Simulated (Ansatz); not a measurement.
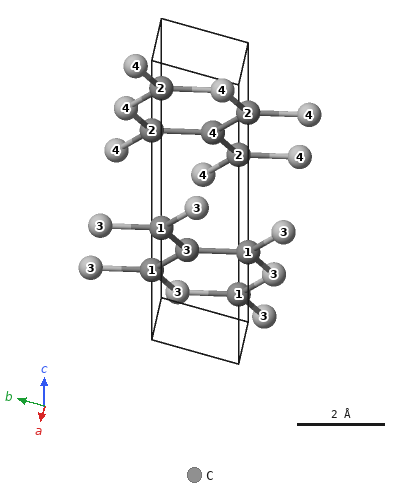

**Figure 1.** The structure as given in the input (ball-and-stick view of the cell of the calculation, seen at an oblique angle; neighbours outside the cell are drawn fainter; atoms are numbered from 1 in the order of the input). An atom can appear more than once, as a periodic image. Near neighbours in the periodic cell (some may lie outside the picture): C has 3 C at 1.42 Å.

Geometry relaxation of C

The run: geometry relaxation of C (P6₃/mmc, 4 atoms in the cell). Method and program: DFT r2SCAN, scalar-relativistic, plane waves, PAW, no spin polarisation (Ansatz 0.2.0).

The structure derives from a Materials Project entry. Figures and captions count atoms from 1; the log counts them from 0 in places.

The program's output
```
Engine: ansatz 0.2.0, aarch64-unknown-linux-gnu
Pseudopotentials: kind: paw
Pseudopotential: C, paw, valence charge 4, recommended cutoff 500 eV (meta_gga), C.paw.azcp
Functional definition: r2SCAN
  parameter k0 = 0.174
  parameter k1 = 0.065
  parameter a1 = 4.9479
  exchange = r2scan_x(k0 = k0, k1 = k1, a1 = a1)
  correlation = r2scan_c
Crystal: 4 atoms, lattice volume = 36.751 Å³
Basis set: ecut = 500 eV, 943 PW (Γ), exchange–correlation on 72×72×216 points (64 copies of the dense FFT grid, shifted against one another)
Bands: 12, of which v1, the nominal top of the filled ones, is band 8 counted from 1 (7 counted from 0)
Symmetry: 24 space group operations
Space group: P63/mmc (ITA 194), of the structure as read, at distance tolerance 3.3e-5 Å
k-points: 148 of 1944
Non-local potential: C, projectors of the file, l = 0: 2, l = 1: 2, l = 2: 1
PAW form: soft (Blöchl's): semilocal exchange-correlation on the pseudo side does not see the compensation charge
PAW frozen core: C, regenerated for the run's functional (the file was generated under x = pbe(κ = 0.804, μ = 0.2195149727645171), c = pbe(β = 0.06672455060314922))
PAW one-centre angular grid: C, 302 points (default); XC on 239 of its mesh's 2573 points in the sphere
Initial density: superposition of atomic densities (neutral atoms: chi_scale 0, normalization atom), corrected by the library's trained network
Initial wavefunctions: pseudopotential atomic-orbital guess
Functional: x = r2scan, c = r2scan; τ floored in thin density (d = 2e-4 eV/Å³)
SCF iter   1: F=—  HF=-1006.596355 eV  |F-HF|=—  |Δ(HF+E_count)|=         —  Δρ=7.38e-3  dr2=5.58e-3  dr2_τ=8.25e-1  ethr=1.77e-3  ⟨swp⟩=5.8  Hψ=10035  notcnv=0
preconditioner: auto → none  [metal: Δε(μ)=0.010 eV  Ē_g=16.612 eV  σ=0.100 eV  W_gap=0.06  n_scr=4 (ndim 8)  ℏωp=24.5 eV  f_vac=0.033  D(μ)=0.16/eV (n_scr^D=0)  sad-step TF]
SCF iter   2: F=—  HF=-1006.672415 eV  |F-HF|=—  |Δ(HF+E_count)|=   7.61e-2  Δρ=5.29e-3  dr2=3.10e-3  dr2_τ=1.36e-4  ethr=3.49e-5  ⟨swp⟩=2.0  Hψ=4736  notcnv=0
SCF iter   3: F=—  HF=-1006.672552 eV  |F-HF|=—  |Δ(HF+E_count)|=   1.37e-4  Δρ=1.37e-3  dr2=4.21e-4  dr2_τ=1.40e-4  ethr=1.94e-5  ⟨swp⟩=2.6  Hψ=3075  notcnv=0
SCF iter   4: F=—  HF=-1006.672479 eV  |F-HF|=—  |Δ(HF+E_count)|=   7.29e-5  Δρ=8.10e-4  dr2=1.08e-4  dr2_τ=8.22e-6  ethr=2.63e-6  ⟨swp⟩=2.0  Hψ=2929  notcnv=0
SCF iter   5: F=—  HF=-1006.672468 eV  |F-HF|=—  |Δ(HF+E_count)|=   1.14e-5  Δρ=1.67e-4  dr2=5.69e-6  dr2_τ=7.29e-7  ethr=6.72e-7  ⟨swp⟩=2.5  Hψ=3034  notcnv=0
SCF iter   6: F=—  HF=-1006.672468 eV  |F-HF|=—  |Δ(HF+E_count)|=   3.52e-7  Δρ=4.22e-5  dr2=2.55e-7  dr2_τ=1.90e-8  ethr=3.55e-8  ⟨swp⟩=2.0  Hψ=2888  notcnv=0
SCF iter   7: F=-1006.672468 eV  HF=-1006.672468 eV  |F-HF|=3.68e-9  |Δ(HF+E_count)|=   8.16e-8  Δρ=1.20e-5  dr2=2.31e-8  dr2_τ=1.33e-9  ethr=6.25e-10  ⟨swp⟩=5.7  Hψ=8328  notcnv=0
SCF 1 converged in 7 iterations: F = -1006.672468 eV  dr2 = 2.31e-8
  greatest PAW one-centre occupation: 0.687 electrons in one spin orbital (limit 2), on the C atom at site 1 (counted from 0), in its partial waves of l = 0
relax step   1: F+E_penalty+E_count = -1006.67246783 eV  Δ(F+E_penalty+E_count) = +0.000e0 eV  max|allowed force component| = 1.110e-16 eV/Å  Δτ_max = 0.0000 Å  P = +0.039 GPa  Ω = 36.751 Å³  (7 SCF iters, dr2 threshold 1.00e-7 eV, accepted)
Initial density: handed on by an earlier stage of this run
Initial wavefunctions: pseudopotential atomic-orbital guess (no wavefunctions were taken with the density)
iter 1 solved again at ethr=1.67e-7 eV; its pass at ethr=3.10e-3 eV (dr2=2.68e-5 eV) is discarded
SCF iter   1: F=—  HF=-1006.672467 eV  |F-HF|=—  |Δ(HF+E_count)|=         —  Δρ=1.21e-5  dr2=2.39e-8  dr2_τ=1.35e-9  ethr=1.67e-7  ⟨swp⟩=4.0  Hψ=15418  notcnv=0
preconditioner: auto → none  [metal: Δε(μ)=0.010 eV  Ē_g=16.627 eV  σ=0.100 eV  W_gap=0.06  n_scr=4 (ndim 8)  ℏωp=24.5 eV  f_vac=0.028  D(μ)=0.16/eV (n_scr^D=0)]
SCF iter   2: F=—  HF=-1006.672468 eV  |F-HF|=—  |Δ(HF+E_count)|=   9.95e-7  Δρ=5.15e-6  dr2=3.32e-9  dr2_τ=4.02e-10  ethr=1.49e-10  ⟨swp⟩=2.6  Hψ=3152  notcnv=0
SCF iter   3: F=—  HF=-1006.672468 eV  |F-HF|=—  |Δ(HF+E_count)|=   1.09e-9  Δρ=9.19e-7  dr2=1.16e-10  dr2_τ=1.37e-11  ethr=2.07e-11  ⟨swp⟩=2.4  Hψ=2929  notcnv=0
SCF iter   4: F=-1006.672468 eV  HF=-1006.672468 eV  |F-HF|=2.26e-11  |Δ(HF+E_count)|=  6.42e-11  Δρ=3.47e-7  dr2=3.66e-11  dr2_τ=7.39e-12  ethr=1.00e-12  ⟨swp⟩=5.8  Hψ=7907  notcnv=0
SCF 2 converged in 4 iterations: F = -1006.672468 eV  dr2 = 3.66e-11
relax step   2: F+E_penalty+E_count = -1006.67246783 eV  Δ(F+E_penalty+E_count) = -2.940e-9 eV  max|allowed force component| = 2.591e-16 eV/Å  Δτ_max = 0.0000 Å  P = +0.037 GPa  Ω = 36.751 Å³  stress off target by 4.33e-2 GPa  SCF on the basis re-selected at this cell (its energy is not comparable with the rows above)  (4 SCF iters)
```

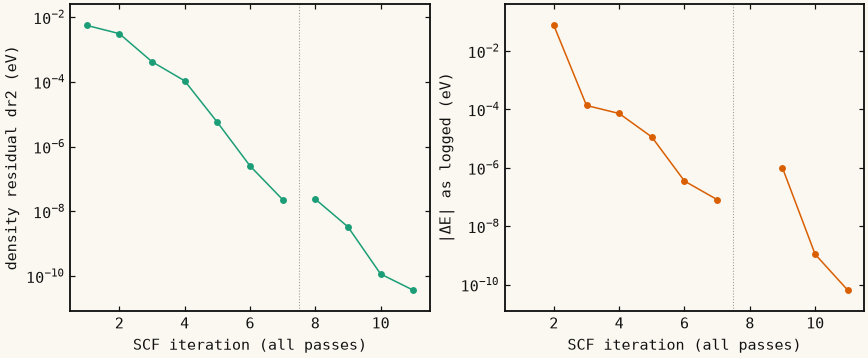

**Figure 2.** Convergence of the self-consistent field: density residual dr2 and size of the energy change against the SCF iteration. The dotted lines part the SCF passes of the relaxation: geometry steps, rejected trials and re-solves on a re-selected basis. The passes take 7 and 4 iterations.

```
basis re-selected at this cell: Δ(F+E_penalty+E_count) = -2.940e-9 eV, ΔP = -0.001 GPa vs the last step (what re-selecting the basis moved, of the pressure what is left beyond the Pulay correction that the steps carried, after the strain that the cell walked since its last selection, with what the two solves' SCF thresholds leave and, on support functions, any second-order correction that the steps lacked; it is no measure of the basis error at this ecutwfc). This SCF's stress stands 4.33e-2 GPa from its target on what of the cell is left free (relax.cell.stress_tol is 5.00e-2 GPa) and its largest allowed force component is 2.59e-16 eV/Å (relax.f_tol is 5.00e-3 eV/Å): within both
SCF converged after 4 iterations
Free energy (F): -1006.672468 eV
Harris-Foulkes:  -1006.672468 eV  (|F-HF|=2.26e-11)
Internal energy: -1006.671659 eV  (E = F + TS)
E sigma→0 (E₀):  -1006.672063 eV
Entropy (-TS):   -0.000809 eV (-0.202 meV/atom)
Fermi energy:    6.503976 eV
--- Per-component energies (eV) ---
  E_band       = -52.156206
  E_kinetic    = 363.486164
  E_local      = -661.722421  (includes V_loc(G=0)·N_el)
  E_nonlocal   = 107.803466
  E_hartree    = 206.131457
  E_xc         = -188.868123
  E_vxc        = -261.622533  (∫ρ·V_xc dr)
  E_paw        = -403.516236  (= ΣΔE_a)
  E_vpaw       = -27.015653  (= ΣTr[D̂ρ^β])
  E_aug_tail   = 0.000021  (compensation charges beyond the density's cutoff)
  E_vtau       = 14.651838  (kinetic-family band-sum trace: ∫τ·v_τ [+ j·A + Jᵃ·Aᵃ] dr)
  E_ewald      = -429.886891
  E_core_change = -0.099095  (= ΣΔE_core)
  E_smearing   = -0.000809  (= −TS)
  E_closure    = 0.000000  (closes the sum)
  Σ components = -1006.672468   (vs F -1006.672468, Δ=0.00e0)
--- Forces (eV/Å), atoms counted from 1 ---
  atom   1  C     -0.00000000     0.00000000     0.00000000
  atom   2  C     -0.00000000    -0.00000000     0.00000000
  atom   3  C     -0.00000000    -0.00000000     0.00000000
  atom   4  C      0.00000000     0.00000000     0.00000000
  max |Σ_I F_I| component: 1.48e-16 eV/Å
--- Stress (GPa, compression-positive) ---
        0.034182       0.000000       0.000000
        0.000000       0.034182       0.000000
        0.000000       0.000000       0.043308
  P = ⅓ Tr σ = 0.0372 GPa (0.372 kbar)
--- Band table (eV; the first three rows and the last of 148) ---
  k-point 0: bands = ["-14.4400", "-14.2372", "-2.3592", "-0.7831", "3.2679", "3.2679", "3.2794", "3.2794", "10.5187", "15.2597", "15.2597", "15.2955"]
  k-point 1: bands = ["-14.4270", "-14.2514", "-2.2685", "-0.9089", "3.2686", "3.2686", "3.2786", "3.2786", "10.8213", "15.2620", "15.2620", "15.2930"]
  k-point 2: bands = ["-14.3910", "-14.2897", "-2.0125", "-1.2335", "3.2707", "3.2707", "3.2765", "3.2765", "11.6700", "14.3944", "15.2684", "15.2684"]
  k-point 147: bands = ["-7.0103", "-7.0103", "-7.0071", "-7.0071", "-4.6632", "-4.6632", "6.5086", "6.5086", "6.5131", "6.5131", "17.0919", "17.0919"]
--- Relaxed structure (1 steps of the walk, 1 accepted, 1 SCFs on fresh bases) ---
  F+E_penalty+E_count = -1006.67246783 eV   max|allowed force component| = 2.591e-16 eV/Å   (the final SCF, on the basis selected at the relaxed cell)
  cell:  # Å, volume = 36.7512 Å³
    - [2.455808196074229, -2.8867573812940383e-11, 0.0]
    - [-1.2279040980121148, 2.126792284636752, 0.0]
    - [0.0, 0.0, 7.0364232441]
  atoms:
    - { symbol: C, position: [0.0, 0.0, 0.24999999999999997] }
    - { symbol: C, position: [0.0, 0.0, 0.7499999999999999] }
    - { symbol: C, position: [0.33333333333333326, 0.6666666666666667, 0.24999999999999997] }
    - { symbol: C, position: [0.6666666666666666, 0.3333333333333333, 0.7499999999999999] }
```

Trajectory as extended XYZ (Å, eV, eV/Å), 2 frames, from step=1 to step=2
```
4
Lattice="2.4558 0.0000 0.0000 -1.2279 2.1268 0.0000 0.0000 0.0000 7.0364" Properties=species:S:1:pos:R:3:forces:R:3 step=1 energy=-1006.67247 pressure_GPa=0.04
C     0.0000    0.0000    1.7591    0.0000   0.0000   0.0000
C     0.0000    0.0000    5.2773    0.0000   0.0000   0.0000
C     0.0000    1.4179    1.7591    0.0000   0.0000   0.0000
C     1.2279    0.7089    5.2773    0.0000   0.0000   0.0000
4
Lattice="2.4558 0.0000 0.0000 -1.2279 2.1268 0.0000 0.0000 0.0000 7.0364" Properties=species:S:1:pos:R:3:forces:R:3 step=2 energy=-1006.67247 pressure_GPa=0.04
C     0.0000    0.0000    1.7591    0.0000   0.0000   0.0000
C     0.0000    0.0000    5.2773    0.0000   0.0000   0.0000
C     0.0000    1.4179    1.7591    0.0000   0.0000   0.0000
C     1.2279    0.7089    5.2773    0.0000   0.0000   0.0000
```

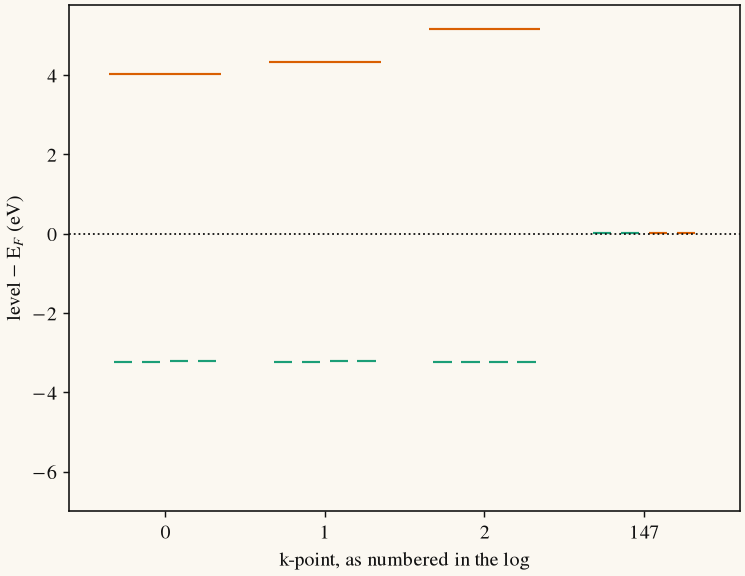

**Figure 3.** Kohn–Sham levels near the Fermi level (dotted) at the few k-points that the log prints; levels within 0.02 eV of each other stand side by side. The system is metallic on the full mesh.

The run was set up as follows.

Input
```yaml
crystal:
  lattice:
    - [2.4558081961, 0.0, 0.0]
    - [-1.227904098, 2.1267922846, 0.0]
    - [0.0, 0.0, 7.0364232441]
  atoms:
    - { symbol: C, position: [0.0, 0.0, 0.25] }
    - { symbol: C, position: [0.0, 0.0, 0.75] }
    - { symbol: C, position: [0.3333333333, 0.6666666667, 0.25] }
    - { symbol: C, position: [0.6666666667, 0.3333333333, 0.75] }
basis:
  ecutwfc: 500
kpoints:
  mp_grid: { grid: [18, 18, 6] }
hamiltonian:
  xc: r2scan
scf:
  occupations: { method: gaussian, width: 0.1 }
output:
  forces: true
  stress: true
  eigenvalues: true
relax:
  adjacent_minimum: "off"
  f_tol: 0.005
  max_steps: 80
  cell: { stress_tol: 0.05 }
```

Launched with:
```bash
ansatz run input.yaml --threads 1 --pin off --max-ram 2560MiB --backend cpu --events-out ev --progress --plain --runs-dir out
```

Results in brief

- outcome: converged
- space group (tolerance 0.01 Å): P6₃/mmc (194)
- electrons treated: 16
- free energy: −1006.6725 eV
- Fermi energy: 6.504 eV
- gap on the k-point mesh: none (metallic)
- pressure: 0.04 GPa
- final volume: 36.75 Å³
- largest force (length of the vector) at the end: under 0.001 eV/Å
- final cell: a = 2.456 Å, b = 2.456 Å, c = 7.036 Å, α = 90.00°, β = 90.00°, γ = 120.00°
- hardware: 1 thread of Arm Neoverse N1, 24 GiB of memory available, shared host
- wall time: 30 s
- peak memory: 0.42 GiB
